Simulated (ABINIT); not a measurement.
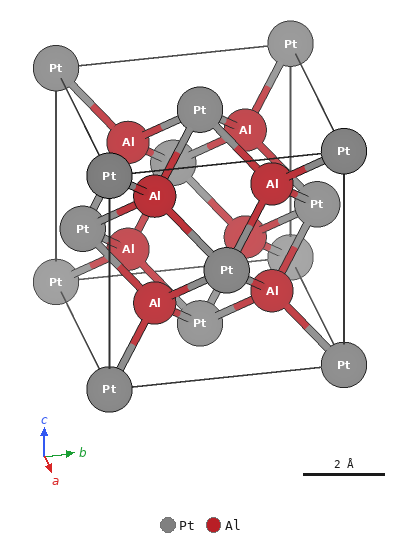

Figure 1. The structure as given in the input (ball-and-stick view of the cell 4 times as large as that of the calculation, set on its symmetry axes, seen at an oblique angle).

**Al$_{2}$Pt: phonon calculation (part 1 of 2)**

System: Al$_{2}$Pt (Fm-3m, 3 atoms in the cell).
Method: Kohn-Sham DFT of a periodic cell, PBE, JTH PAW PBE v2.0, no spin polarisation (ABINIT 10.8.3).

The structure derives from an entry of the Crystallography Open Database.

Log
```
.Version 10.8.3 of ABINIT
 DATASET    1 : space group Fm -3 m (#225); Bravais cF (face-center cubic)
================================================================================
 Values of the parameters that define the memory need for DATASET  1.
     intxc =       0    ionmov =       0      iscf =      17    lmnmax =      18
     lnmax =       6     mgfft =      30  mpssoang =       3    mqgrid =    3001
     natom =       3  nloc_mem =       2    nspden =       1   nspinor =       1
    nsppol =       1      nsym =      48    n1xccc =       1    ntypat =       2
    occopt =       6   xclevel =       2
       mpw =        1103          nfft =       27000          nkpt =          47
 PAW method is used; the additional fine FFT grid is defined by:
   mgfftf=        45    nfftf =     91125
================================================================================
================================================================================

 DATASET    2 : space group Fm -3 m (#225); Bravais cF (face-center cubic)
================================================================================
 Values of the parameters that define the memory need for DATASET  2 (RF).
     intxc =       0      iscf =       7    lmnmax =      18     lnmax =       6
     mgfft =      30  mpssoang =       3    mqgrid =    3001     natom =       3
  nloc_mem =       2    nspden =       1   nspinor =       1    nsppol =       1
      nsym =      48    n1xccc =       1    ntypat =       2    occopt =       6
   xclevel =       2
      nfft =       27000          nkpt =         504
================================================================================
================================================================================

--------------------------------------------------------------------------------
------------- Echo of variables that govern the present computation ------------
--------------------------------------------------------------------------------
 -outvars: echo values of preprocessed input variables --------
            acell      1.0000000000E+00  1.0000000000E+00  1.0000000000E+00 Bohr
              amu      1.95080000E+02  2.69815390E+01
          chkprim           0
      chksymtnons           0
             ecut      1.60000000E+01 Hartree
           ecutsm      5.00000000E-01 Hartree
           getwfk1          0
           getwfk2          1
             iscf1         17
             iscf2          7
                       outvar_i_n : Printing only first  50 k-points.
              ixc          11
           jdtset        1    2
                       outvar_i_n : Printing only first  50 k-points.
           kptopt1          1
           kptopt2          2
         kptrlatt       10    0    0      0   10    0      0    0   10
          kptrlen      7.94332954E+01
            natom           3
            nband1         16
            nband2         16
           nbdbuf1          4
           nbdbuf2          2
           ndtset           2
            ngfft          30      30      30
          ngfftdg          45      45      45
             nkpt1         47
             nkpt2        504
            nline1          6
            nline2          4
             nqpt1          0
             nqpt2          1
            nstep          80
             nsym          48
           ntypat           2
                       prtocc : prtvol=0, do not print more k-points.
           occopt           6
        optdriver1          0
        optdriver2          1
        pawecutdg      3.20000000E+01 Hartree
         pawxcdev           0
           prtden           0
        prtebands           0
           prteig           0
            prtwf1          1
            prtwf2          0
           rfphon1          0
           rfphon2          1
            rprim      0.0000000000E+00  5.6167821833E+00  5.6167821833E+00
                       5.6167821833E+00  0.0000000000E+00  5.6167821833E+00
                       5.6167821833E+00  5.6167821833E+00  0.0000000000E+00
          spgroup         225
           tolsym      1.00000000E-06
           tolvrs1     1.00000000E-11
           tolvrs2     1.00000000E-08
           tolwfr1     1.00000000E-14
           tolwfr2     0.00000000E+00
           tsmear      3.67493222E-03 Hartree
            typat      1  2  2
           useylm           1
                       outvars : Printing only first  50 k-points.
           xangst      0.0000000000E+00  0.0000000000E+00  0.0000000000E+00
                       4.4584096920E+00  4.4584096920E+00  4.4584096920E+00
                       1.4861365640E+00  1.4861365640E+00  1.4861365640E+00
            xcart      0.0000000000E+00  0.0000000000E+00  0.0000000000E+00
                       8.4251732750E+00  8.4251732749E+00  8.4251732750E+00
                       2.8083910916E+00  2.8083910916E+00  2.8083910917E+00
             xred      0.0000000000E+00  0.0000000000E+00  0.0000000000E+00
                       7.5000000000E-01  7.5000000000E-01  7.5000000000E-01
                       2.5000000000E-01  2.5000000000E-01  2.5000000000E-01
            znucl       78.00000   13.00000

================================================================================

 chkinp: Checking input parameters for consistency, jdtset=   1.

 chkinp: Checking input parameters for consistency, jdtset=   2.

================================================================================
== DATASET  1 ==================================================================

--- !DatasetInfo
iteration_state: {dtset: 1, }
dimensions: {natom: 3, nkpt: 47, mband: 16, nsppol: 1, nspinor: 1, nspden: 1, mpw: 1103, }
cutoff_energies: {ecut:  16.0, pawecutdg:  32.0, }
electrons: {nelect:   1.60000000E+01, charge:   0.00000000E+00, occopt:   6.00000000E+00, tsmear:   3.67493222E-03, }
meta: {optdriver: 0, ionmov: 0, optcell: 0, iscf: 17, paral_kgb: 0, }
...

 Exchange-correlation functional for the present dataset will be:
  GGA: Perdew-Burke-Ernzerhof functional - ixc=11
  J.P.Perdew, K.Burke, M.Ernzerhof, PRL 77, 3865 (1996)

 Real(R)+Recip(G) space primitive vectors, cartesian coordinates (Bohr,Bohr^-1):
 R(1)=  0.0000000  5.6167822  5.6167822  G(1)= -0.0890189  0.0890189  0.0890189
 R(2)=  5.6167822  0.0000000  5.6167822  G(2)=  0.0890189 -0.0890189  0.0890189
 R(3)=  5.6167822  5.6167822  0.0000000  G(3)=  0.0890189  0.0890189 -0.0890189
 Unit cell volume ucvol=  3.5439921E+02 bohr^3
 Angles (23,13,12)=  6.00000000E+01  6.00000000E+01  6.00000000E+01 degrees

 Coarse grid specifications (used for wave-functions):

 getcut: wavevector=  0.0000  0.0000  0.0000  ngfft=  30  30  30
         ecut(hartree)=     16.000   => boxcut(ratio)=   2.09979

 Fine grid specifications (used for densities):

 getcut: wavevector=  0.0000  0.0000  0.0000  ngfft=  45  45  45
         ecut(hartree)=     32.000   => boxcut(ratio)=   2.17525

--- Pseudopotential description ------------------------------------------------
- pspini: atom type   1  psp file is ./Pt.GGA_PBE-JTH.xml
 Pseudopotential format is: paw10
 basis_size (lnmax)=  6 (lmn_size= 18), orbitals=   0   0   1   1   2   2
 Spheres core radius: rc_sph= 2.51621648
 Shapefunction is SIN type: shapef(r)=[sin(pi*r/rshp)/(pi*r/rshp)]**2
 Radius for shape functions =  2.25451594
 Compensation charge density is not taken into account in XC energy/potential

- pspini: atom type   2  psp file is ./Al.GGA_PBE-JTH.xml
 Pseudopotential format is: paw10
 basis_size (lnmax)=  4 (lmn_size=  8), orbitals=   0   0   1   1
 Spheres core radius: rc_sph= 1.90363307
 Shapefunction is SIN type: shapef(r)=[sin(pi*r/rshp)/(pi*r/rshp)]**2
 Radius for shape functions =  1.60786206
 Compensation charge density is not taken into account in XC energy/potential

   3.93415017E+02                                ecore*ucvol(ha*bohr**3)
--------------------------------------------------------------------------------

================================================================================

--- !BeginCycle
iteration_state: {dtset: 1, }
solver: {iscf: 17, nstep: 80, nline: 6, wfoptalg: 10, }
tolerances: {tolwfr: 1.00E-14, tolvrs: 1.00E-11, }
...

     iter   Etot(hartree)      deltaE(h)  residm     nres2
 ETOT  1  -31.207471890433    -3.121E+01 2.508E-01 1.653E+01
 ETOT  2  -31.418414643878    -2.109E-01 4.931E-04 1.623E+01
 ETOT  3  -31.319990012065     9.842E-02 5.456E-03 4.451E-01
 ETOT  4  -31.330258642267    -1.027E-02 5.959E-05 2.964E-01
 ETOT  5  -31.330649310770    -3.907E-04 6.695E-06 2.339E-01
 ETOT  6  -31.330123844383     5.255E-04 3.263E-05 1.701E-02
 ETOT  7  -31.330137009751    -1.317E-05 1.158E-06 6.478E-04
 ETOT  8  -31.330152126619    -1.512E-05 9.896E-08 1.606E-03
 ETOT  9  -31.330148504711     3.622E-06 5.080E-08 2.165E-04
 ETOT 10  -31.330148516123    -1.141E-08 2.597E-08 3.765E-05
 ETOT 11  -31.330148499122     1.700E-08 5.337E-09 5.985E-06
 ETOT 12  -31.330148507160    -8.037E-09 1.253E-09 1.604E-06
 ETOT 13  -31.330148511810    -4.650E-09 5.749E-11 1.424E-06
 ETOT 14  -31.330148508270     3.540E-09 1.081E-10 1.127E-09
 ETOT 15  -31.330148509222    -9.513E-10 3.589E-12 4.278E-08
 ETOT 16  -31.330148509641    -4.197E-10 3.244E-11 1.963E-07
 ETOT 17  -31.330148509293     3.481E-10 3.830E-12 8.229E-08
 ETOT 18  -31.330148509189     1.037E-10 6.946E-13 3.778E-08
 ETOT 19  -31.330148509114     7.570E-11 2.748E-12 3.458E-09
 ETOT 20  -31.330148509125    -1.150E-11 7.280E-13 1.264E-09
 ETOT 21  -31.330148509127    -1.467E-12 1.441E-14 1.800E-09
 ETOT 22  -31.330148509126     9.237E-13 9.960E-15 1.496E-09
 ETOT 23  -31.330148509124     1.684E-12 3.007E-14 3.889E-10
 ETOT 24  -31.330148509123     7.354E-13 9.988E-15 8.311E-11
 ETOT 25  -31.330148509124    -3.162E-13 9.997E-15 4.234E-12

 At SCF step   25  max residual=  1.00E-14 < tolwfr=  1.00E-14 AND nres2   =  4.23E-12 < tolvrs=  1.00E-11 =>converged.

 Cartesian components of stress tensor (hartree/bohr^3)
  sigma(1 1)= -2.69875805E-06  sigma(3 2)=  0.00000000E+00
  sigma(2 2)= -2.69875805E-06  sigma(3 1)=  0.00000000E+00
  sigma(3 3)= -2.69875805E-06  sigma(2 1)=  0.00000000E+00

--- !ResultsGS
iteration_state: {dtset: 1, }
comment   : Summary of ground state results
lattice_vectors:
- [  0.0000000,   5.6167822,   5.6167822, ]
- [  5.6167822,   0.0000000,   5.6167822, ]
- [  5.6167822,   5.6167822,   0.0000000, ]
lattice_lengths: [   7.94333,    7.94333,    7.94333, ]
lattice_angles: [ 60.000,  60.000,  60.000, ] # degrees, (23, 13, 12)
lattice_volume:   3.5439921E+02
convergence: {deltae: -3.162E-13, res2:  4.234E-12, residm:  9.997E-15, diffor: null, }
etotal    :  -3.13301485E+01
entropy   :   0.00000000E+00
fermie    :   2.79499045E-01
cartesian_stress_tensor: # hartree/bohr^3
- [ -2.69875805E-06,   0.00000000E+00,   0.00000000E+00, ]
- [  0.00000000E+00,  -2.69875805E-06,   0.00000000E+00, ]
- [  0.00000000E+00,   0.00000000E+00,  -2.69875805E-06, ]
pressure_GPa:   7.9400E-02
xred      :
- [  0.0000E+00,   0.0000E+00,   0.0000E+00, Pt]
- [  7.5000E-01,   7.5000E-01,   7.5000E-01, Al]
- [  2.5000E-01,   2.5000E-01,   2.5000E-01, Al]
cartesian_forces: # hartree/bohr
- [ -7.80261801E-32,   1.56052360E-32,   6.24209441E-32, ]
- [  2.73091630E-31,  -1.48249742E-31,  -7.80261801E-33, ]
- [ -1.95065450E-31,   1.32644506E-31,  -5.46183261E-32, ]
force_length_stats: {min:   1.01133488E-31, max:   3.10834209E-31, mean:   2.18033474E-31, }
...

 Integrated electronic density in atomic spheres:
 ------------------------------------------------
 Atom  Sphere_radius  Integrated_density
    1        2.51622          8.87155319
    2        1.90363          0.73920354
    3        1.90363          0.73920354

================================================================================

 ----iterations are completed or convergence reached----

 Mean square residual over all n,k,spin=   70.992E-16; max=  99.974E-16
 reduced coordinates (array xred) for    3 atoms
       0.000000000000      0.000000000000      0.000000000000
       0.750000000000      0.750000000000      0.750000000000
       0.250000000000      0.250000000000      0.250000000000
 rms dE/dt=  8.8523E-31; max dE/dt=  1.3148E-30; dE/dt below (all hartree)
    1       0.000000000000      0.000000000000      0.000000000000
    2       0.000000000000     -0.000000000000     -0.000000000000
    3       0.000000000000      0.000000000000      0.000000000000

 cartesian coordinates (angstrom) at end:
    1      0.00000000000000     0.00000000000000     0.00000000000000
    2      4.45840969198790     4.45840969198790     4.45840969198790
    3      1.48613656399597     1.48613656399597     1.48613656399597

 cartesian forces (hartree/bohr) at end:
    1     -0.00000000000000     0.00000000000000     0.00000000000000
    2      0.00000000000000    -0.00000000000000    -0.00000000000000
    3     -0.00000000000000     0.00000000000000    -0.00000000000000
 frms,max,avg= 1.3559504E-31 2.7309163E-31   0.000E+00  0.000E+00  0.000E+00 h/b
```
